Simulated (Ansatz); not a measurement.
**Two runs on Al₃Cu₂**

System: Al₃Cu₂ (disordered cell, 20 atoms in the cell).
Method of run A: DFT PBEsol, scalar-relativistic, plane waves, PAW, no spin polarisation (Ansatz 0.2.0).

Text and figures count atoms from 1; the logs count them from 0 in places.

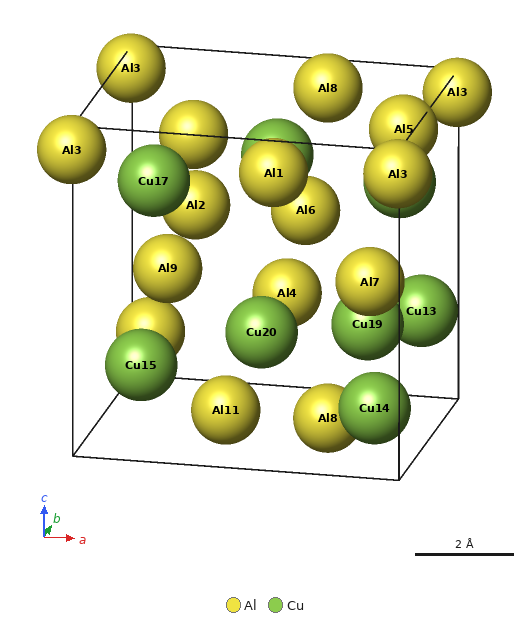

The structure as given in the input (spheres-only view of the cell of the calculation, seen slightly off an axis; atoms are numbered from 1 in the order of the input). An atom can appear more than once, as a periodic image.

### Input file, run A
```yaml
crystal:
  lattice:
    - [6.892192, -0.185464, -0.060055]
    - [-0.185464, 6.973898, 0.006784]
    - [-0.060055, 0.006784, 7.002285]
  atoms:
    - { symbol: Al, position: [0.5869383187, 0.1535807017, 0.8642322489] }
    - { symbol: Al, position: [0.2144969685, 0.8880920476, 0.5581344178] }
    - { symbol: Al, position: [0.9989407166, 0.984696441, 0.9324111951] }
    - { symbol: Al, position: [0.5227593833, 0.7366434208, 0.3511892691] }
    - { symbol: Al, position: [0.9242417533, 0.4895630533, 0.9377741069] }
    - { symbol: Al, position: [0.6287706762, 0.4643591669, 0.6759949086] }
    - { symbol: Al, position: [0.8905548447, 0.1123858858, 0.5664304265] }
    - { symbol: Al, position: [0.6569334436, 0.6849021597, 0.9946179242] }
    - { symbol: Al, position: [0.2162272989, 0.407928061, 0.4838006662] }
    - { symbol: Al, position: [0.1272600854, 0.6086266098, 0.2367761369] }
    - { symbol: Al, position: [0.4036197253, 0.3582967865, 0.0812178842] }
    - { symbol: Al, position: [0.2547299727, 0.6317906534, 0.8374502399] }
    - { symbol: Cu, position: [0.9082444618, 0.88379881, 0.2890173003] }
    - { symbol: Cu, position: [0.8900133744, 0.19289943, 0.1632963782] }
    - { symbol: Cu, position: [0.1964684276, 0.0722423542, 0.2730923849] }
    - { symbol: Cu, position: [0.8563414845, 0.7988016992, 0.6962610662] }
    - { symbol: Cu, position: [0.2053474073, 0.2358476439, 0.791624536] }
    - { symbol: Cu, position: [0.4765815324, 0.8239277945, 0.7452461432] }
    - { symbol: Cu, position: [0.8087235595, 0.5210151288, 0.3308238109] }
    - { symbol: Cu, position: [0.5337739883, 0.2465495627, 0.3538302079] }
basis:
  ecutwfc: 420
kpoints:
  mp_grid: { grid: [4, 3, 3] }
hamiltonian:
  xc: pbesol
scf:
  occupations: { method: fermi_dirac, width: 0.1482 }
output:
  forces: true
  stress: true
  eigenvalues: true
  populations: true
  write_density: true
  write_potential: true
  elf: true
  volumetric_format: npy
```

Command:
```bash
ansatz run input.yaml --threads 2 --pin off --max-ram 5120MiB --backend cpu --events-out ev --progress --plain --runs-dir out
```

Hardware: 2 threads of Intel Xeon @ 2.50GHz (Skylake/Cascade Lake), 189 GiB of memory available, shared host.

### Output, shortened to warnings, some set-up lines, iterations and results (run A)
```
Basis set: ecut = 420 eV, 6583 PW (Γ), exchange–correlation on 96×96×96 points (8 copies of the dense FFT grid, shifted against one another)
Symmetry: 1 space group operations
k-points: 19 of 36 (time reversal used)
Initial density: superposition of atomic densities (neutral atoms: chi_scale 0, normalization atom), corrected by the library's trained network
[...]
SCF iter   1: F=—  HF=-58999.355386 eV  |F-HF|=—  |Δ(HF+E_count)|=         —  Δρ=8.64e-3  dr2=1.47e-1  ethr=1.77e-3  ⟨swp⟩=7.2  Hψ=9340  notcnv=0  defer=7
SCF iter   2: F=—  HF=-58999.327735 eV  |F-HF|=—  |Δ(HF+E_count)|=   2.77e-2  Δρ=1.47e-3  dr2=1.49e-2  ethr=7.84e-5  ⟨swp⟩=2.0  Hψ=3441  notcnv=0  defer=6
SCF iter   3: F=—  HF=-58999.325343 eV  |F-HF|=—  |Δ(HF+E_count)|=   2.39e-3  Δρ=1.20e-3  dr2=7.30e-3  ethr=7.93e-6  ⟨swp⟩=2.0  Hψ=3256  notcnv=0  defer=6
SCF iter   4: F=—  HF=-58999.323951 eV  |F-HF|=—  |Δ(HF+E_count)|=   1.39e-3  Δρ=5.98e-4  dr2=1.67e-3  ethr=3.89e-6  ⟨swp⟩=2.3  Hψ=3195  notcnv=0  defer=6
SCF iter   5: F=—  HF=-58999.323625 eV  |F-HF|=—  |Δ(HF+E_count)|=   3.26e-4  Δρ=2.13e-4  dr2=2.13e-4  ethr=8.88e-7  ⟨swp⟩=2.0  Hψ=3180  notcnv=0  defer=6
SCF iter   6: F=—  HF=-58999.323587 eV  |F-HF|=—  |Δ(HF+E_count)|=   3.75e-5  Δρ=4.09e-5  dr2=1.37e-5  ethr=1.13e-7  ⟨swp⟩=2.3  Hψ=3482  notcnv=0  defer=6
SCF iter   7: F=—  HF=-58999.323685 eV  |F-HF|=—  |Δ(HF+E_count)|=   9.75e-5  Δρ=1.75e-5  dr2=1.80e-6  ethr=7.27e-9  ⟨swp⟩=2.1  Hψ=3335  notcnv=0  defer=6
SCF iter   8: F=—  HF=-58999.323685 eV  |F-HF|=—  |Δ(HF+E_count)|=   1.20e-7  Δρ=2.09e-5  dr2=1.08e-6  ethr=9.56e-10  ⟨swp⟩=2.0  Hψ=3771  notcnv=0  defer=6
SCF iter   9: F=—  HF=-58999.323685 eV  |F-HF|=—  |Δ(HF+E_count)|=   2.43e-7  Δρ=4.53e-6  dr2=1.05e-7  ethr=5.72e-10  ⟨swp⟩=2.0  Hψ=3811  notcnv=0  defer=6
SCF iter  10: F=-58999.323685 eV  HF=-58999.323685 eV  |F-HF|=4.21e-9  |Δ(HF+E_count)|=   9.47e-9  Δρ=1.07e-6  dr2=9.26e-9  ethr=5.32e-11  ⟨swp⟩=10.5  Hψ=13274  notcnv=0
SCF 1 converged in 10 iterations: F = -58999.323685 eV  dr2 = 9.26e-9
SCF converged after 10 iterations
Free energy (F): -58999.323685 eV
Harris-Foulkes:  -58999.323685 eV  (|F-HF|=4.21e-9)
Internal energy: -58998.759973 eV  (E = F + TS)
E sigma→0 (E₀):  -58999.041829 eV
Entropy (-TS):   -0.563712 eV (-28.186 meV/atom)
Fermi energy:    8.813810 eV
--- Per-component energies (eV) ---
  E_band       = -3976.246554
  E_kinetic    = 2663.158894
  E_local      = -50873.428895  (includes V_loc(G=0)·N_el)
  E_nonlocal   = 3257.158479
  E_hartree    = 22938.366381
  E_xc         = -1175.332764
  E_vxc        = -1260.079789  (∫ρ·V_xc dr)
  E_paw        = -18467.485396  (= ΣΔE_a)
  E_vpaw       = -3639.795889  (= ΣTr[D̂ρ^β])
  E_aug_tail   = 0.002009  (compensation charges beyond the density's cutoff)
  E_ewald      = -17343.077966
  E_core_change = 1.879286  (= ΣΔE_core)
  E_smearing   = -0.563712  (= −TS)
  E_closure    = 0.000000  (closes the sum)
  Σ components = -58999.323685   (vs F -58999.323685, Δ=0.00e0)
--- Forces (eV/Å), atoms counted from 1 ---
  atom   1  Al     0.66510274    -1.47991136    -0.08647163
  atom   2  Al    -0.77402689     0.37214365    -0.30409307
  atom   3  Al     0.40406330    -0.12036863     0.76670381
  atom   4  Al     0.06674249     0.18971775     0.65394594
  atom   5  Al     0.76234514    -1.88687647    -0.34270070
  atom   6  Al    -0.29737854     0.57713065    -1.45364430
  atom   7  Al    -0.17654708     1.18606757    -0.60871275
  atom   8  Al    -0.99985599     1.39540056     1.03273812
  atom   9  Al     0.71286940    -1.69315192     1.26904043
  atom  10  Al     0.36919860     1.95471179    -1.55630777
  atom  11  Al    -0.98078202     0.68373680     0.29159729
  atom  12  Al    -1.38599587    -1.80544873     1.01683452
  atom  13  Cu    -0.66562796    -1.20887444     0.34980544
  atom  14  Cu    -0.93031110     1.36760202     0.44118210
  atom  15  Cu     0.92101752     0.63755357    -0.37991165
  atom  16  Cu    -0.54795119    -1.45953750    -0.76958351
  atom  17  Cu     0.15765645     0.42977690    -0.21557874
  atom  18  Cu     2.68300362     1.57753382    -1.18099586
  atom  19  Cu    -0.66801124    -0.35685575    -0.06227414
  atom  20  Cu     0.68449698    -0.36036427     1.13843990
  max |Σ_I F_I| component: 1.40e-5 eV/Å
--- Stress (GPa, compression-positive) ---
       -3.278186      -0.502263      -0.085866
       -0.502263      -1.317994      -2.783837
       -0.085866      -2.783837      -1.803259
  P = ⅓ Tr σ = -2.1331 GPa (-21.331 kbar)
--- Löwdin populations: 20 sites ---
  site symbol       q [e]
     0     Al      3.2201
     1     Al      3.3069
     2     Al      3.3789
     3     Al      3.2005
     4     Al      3.1787
     5     Al      3.2368
     6     Al      3.3645
     7     Al      3.2603
     8     Al      3.2097
[...]
```

For run B the input was changed thus:
```diff
-  ecutwfc: 420
+  ecutwfc: "25.7 Ry"
+  xc_grid: 4
-  populations: true
-  write_density: true
-  write_potential: true
-  elf: true
-  volumetric_format: npy
```

What does this change do to the results?

The free energy of run B is 10.3 meV per atom higher, which measures how much it depends on this numerical setting. More plane waves can only lower the energy of a fixed Hamiltonian, so the higher cutoff gives the lower value. The SCF takes 9 iterations against 10. The plane waves at Γ go from 6583 to 5015. On the same kind of shared host run B took about 0.53 times as long.

### Output, shortened to warnings, some set-up lines, iterations and results (run B)
```
Warning: basis.ecutwfc = 349.6663132609458 eV is below the records' recommended 420 eV, and the density's cutoff is lower with it unless basis.ecutrho_ratio is high enough to keep the records' density cutoff: compare with a run at a higher cutoff
Basis set: ecut = 349.6663132609458 eV, 5015 PW (Γ), exchange–correlation on 180×180×180 points (64 copies of the dense FFT grid, shifted against one another)
Symmetry: 1 space group operations
k-points: 19 of 36 (time reversal used)
Initial density: superposition of atomic densities (neutral atoms: chi_scale 0, normalization atom), corrected by the library's trained network
[...]
SCF iter   1: F=—  HF=-58999.161862 eV  |F-HF|=—  |Δ(HF+E_count)|=         —  Δρ=8.36e-3  dr2=1.40e-1  ethr=1.77e-3  ⟨swp⟩=7.2  Hψ=9309  notcnv=0  defer=7
SCF iter   2: F=—  HF=-58999.121338 eV  |F-HF|=—  |Δ(HF+E_count)|=   4.05e-2  Δρ=2.16e-3  dr2=2.19e-2  ethr=7.46e-5  ⟨swp⟩=2.1  Hψ=3740  notcnv=0  defer=6
SCF iter   3: F=—  HF=-58999.119000 eV  |F-HF|=—  |Δ(HF+E_count)|=   2.34e-3  Δρ=1.00e-3  dr2=7.66e-3  ethr=1.17e-5  ⟨swp⟩=1.0  Hψ=2188  notcnv=0  defer=6
SCF iter   4: F=—  HF=-58999.117464 eV  |F-HF|=—  |Δ(HF+E_count)|=   1.54e-3  Δρ=3.84e-4  dr2=3.94e-4  ethr=4.08e-6  ⟨swp⟩=2.2  Hψ=3371  notcnv=0  defer=6
SCF iter   5: F=—  HF=-58999.117383 eV  |F-HF|=—  |Δ(HF+E_count)|=   8.10e-5  Δρ=1.80e-4  dr2=9.11e-5  ethr=2.09e-7  ⟨swp⟩=2.0  Hψ=3950  notcnv=0  defer=6
SCF iter   6: F=—  HF=-58999.117302 eV  |F-HF|=—  |Δ(HF+E_count)|=   8.02e-5  Δρ=5.41e-5  dr2=1.27e-5  ethr=4.85e-8  ⟨swp⟩=2.0  Hψ=2480  notcnv=0  defer=6
SCF iter   7: F=—  HF=-58999.117300 eV  |F-HF|=—  |Δ(HF+E_count)|=   2.07e-6  Δρ=1.85e-5  dr2=1.52e-6  ethr=6.76e-9  ⟨swp⟩=2.0  Hψ=2998  notcnv=0  defer=6
SCF iter   8: F=—  HF=-58999.117300 eV  |F-HF|=—  |Δ(HF+E_count)|=   1.21e-7  Δρ=1.62e-5  dr2=6.27e-7  ethr=8.10e-10  ⟨swp⟩=2.0  Hψ=3905  notcnv=0  defer=6
SCF iter   9: F=-58999.117300 eV  HF=-58999.117300 eV  |F-HF|=2.08e-8  |Δ(HF+E_count)|=   1.28e-7  Δρ=2.42e-6  dr2=3.61e-8  ethr=5.32e-11  ⟨swp⟩=6.5  Hψ=8753  notcnv=0
SCF 1 converged in 9 iterations: F = -58999.117300 eV  dr2 = 3.61e-8
SCF converged after 9 iterations
Free energy (F): -58999.117300 eV
Harris-Foulkes:  -58999.117300 eV  (|F-HF|=2.08e-8)
Internal energy: -58998.554002 eV  (E = F + TS)
E sigma→0 (E₀):  -58998.835651 eV
Entropy (-TS):   -0.563298 eV (-28.165 meV/atom)
Fermi energy:    8.812894 eV
--- Per-component energies (eV) ---
  E_band       = -3977.633560
  E_kinetic    = 2661.623738
  E_local      = -50888.506729  (includes V_loc(G=0)·N_el)
  E_nonlocal   = 3274.877366
  E_hartree    = 22951.439274
  E_xc         = -1174.691751
  E_vxc        = -1259.252203  (∫ρ·V_xc dr)
  E_paw        = -18482.104362  (= ΣΔE_a)
  E_vpaw       = -3669.253077  (= ΣTr[D̂ρ^β])
  E_aug_tail   = 0.007142  (compensation charges beyond the density's cutoff)
  E_ewald      = -17343.077966
  E_core_change = 1.879286  (= ΣΔE_core)
  E_smearing   = -0.563298  (= −TS)
  E_closure    = -0.000000  (closes the sum)
  Σ components = -58999.117300   (vs F -58999.117300, Δ=0.00e0)
--- Forces (eV/Å), atoms counted from 1 ---
  atom   1  Al     0.66524850    -1.48530686    -0.08623242
  atom   2  Al    -0.77635357     0.36964968    -0.30649950
  atom   3  Al     0.40619901    -0.12293575     0.76996901
  atom   4  Al     0.06235471     0.19261427     0.65171133
  atom   5  Al     0.75971518    -1.88876760    -0.34393781
  atom   6  Al    -0.29427381     0.58014382    -1.45421668
  atom   7  Al    -0.17498914     1.18914349    -0.60692441
  atom   8  Al    -1.00399114     1.39464296     1.03561868
  atom   9  Al     0.71161837    -1.69153483     1.26983980
  atom  10  Al     0.37761489     1.95605954    -1.55909767
  atom  11  Al    -0.98310503     0.69094474     0.29186586
  atom  12  Al    -1.37982188    -1.80500078     1.01717891
  atom  13  Cu    -0.66975739    -1.21629132     0.35038803
  atom  14  Cu    -0.93790511     1.37788899     0.43995494
  atom  15  Cu     0.93158891     0.63972865    -0.38234200
  atom  16  Cu    -0.54962535    -1.46514394    -0.77189817
  atom  17  Cu     0.15903184     0.42856026    -0.21308670
  atom  18  Cu     2.68055993     1.57750254    -1.18198109
  atom  19  Cu    -0.67141370    -0.36004516    -0.06091340
  atom  20  Cu     0.68730788    -0.36184189     1.14060741
  max |Σ_I F_I| component: 1.08e-5 eV/Å
--- Stress (GPa, compression-positive) ---
       -3.213111      -0.500224      -0.082591
       -0.500224      -1.251167      -2.787224
       -0.082591      -2.787224      -1.740421
  P = ⅓ Tr σ = -2.0682 GPa (-20.682 kbar)
```

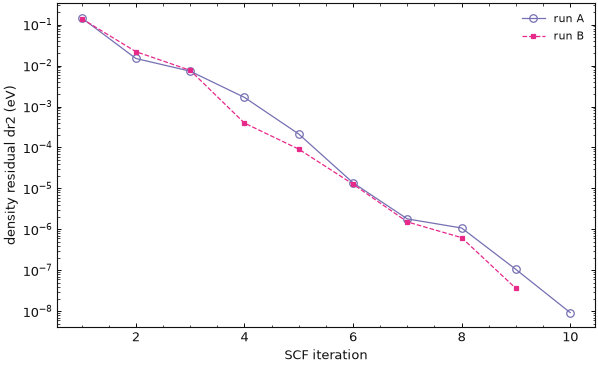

Convergence of the two runs: density residual dr2 against the SCF iteration. Run A takes 10 iterations in all, and run B takes 9.

### The two runs side by side

```tsv
quantity	run A	run B
outcome	converged	converged
free energy per atom (eV)	−2949.9662	−2949.9559
energy per atom, smearing taken to zero (eV)	−2949.9521	−2949.9418
gap on the mesh (eV)	0.00	0.00
largest force (eV/Å)	3.329	3.327
SCF iterations	10	9
irreducible k-points	19	19
plane waves at Γ	6583	5015
wall time (shared host)	1.7 min	54 s
```

For run B: These settings are looser than, or depart from, a standard set-up, so the numbers are not reference values for this system. Warnings: the cutoff is below the recommended one.
